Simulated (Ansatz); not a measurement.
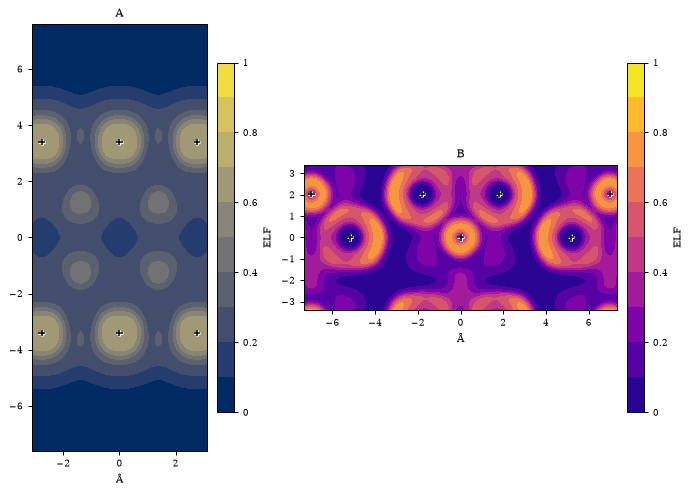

The ELF of 2 systems, each on a plane through atoms (crosses mark nuclei in the plane).

The calculation used DFT PBE+D3(BJ), scalar-relativistic, plane waves, PAW in Ansatz.

System 1: Te₂Mo, the (110) plane of the conventional cell. Space group P6₃/mmc; a generated structure, not necessarily the stable one; computed without spin polarisation.

```cif
data_structure
_symmetry_space_group_name_H-M 'P 1'
_symmetry_Int_Tables_number 1
_cell_length_a 3.5200
_cell_length_b 3.5200
_cell_length_c 13.9700
_cell_angle_alpha 90.000
_cell_angle_beta 90.000
_cell_angle_gamma 120.000
_cell_volume 149.90
loop_
_atom_site_label
_atom_site_type_symbol
_atom_site_fract_x
_atom_site_fract_y
_atom_site_fract_z
_atom_site_occupancy
Mo1 Mo 0.33333 0.66667 0.25000 1
Mo2 Mo 0.66667 0.33333 0.75000 1
Te1 Te 0.66667 0.33333 0.37982 1
Te2 Te 0.66667 0.33333 0.12018 1
Te3 Te 0.33333 0.66667 0.87982 1
Te4 Te 0.33333 0.66667 0.62018 1
```

System 2: Pt (slab), the (010) plane of the calculation cell, a cut from vacuum to vacuum. Not relaxed (largest force 0.3 eV/Å).

```xyz
4
Lattice="2.7747 0.0000 0.0000 1.3873 2.4029 0.0000 0.0000 0.0000 28.7966" Properties=species:S:1:pos:R:3 pbc="T T T"
Pt    0.0000    0.0000    6.0001
Pt    1.3873    0.8010    8.2655
Pt    2.7747    1.6020   10.5309
Pt    0.0000    0.0000   12.7966
```

**Which map belongs to which system?**

Panel A is system 2, Pt: the plane holds Pt. Pt–Pt (2.77 Å): the ELF is about 0.30 at the midpoint: no localised pair shows between them. Panel B is system 1, Te₂Mo: the plane holds Mo and Te. Te–Mo (2.72 Å): the ELF is about 0.55 at the midpoint.
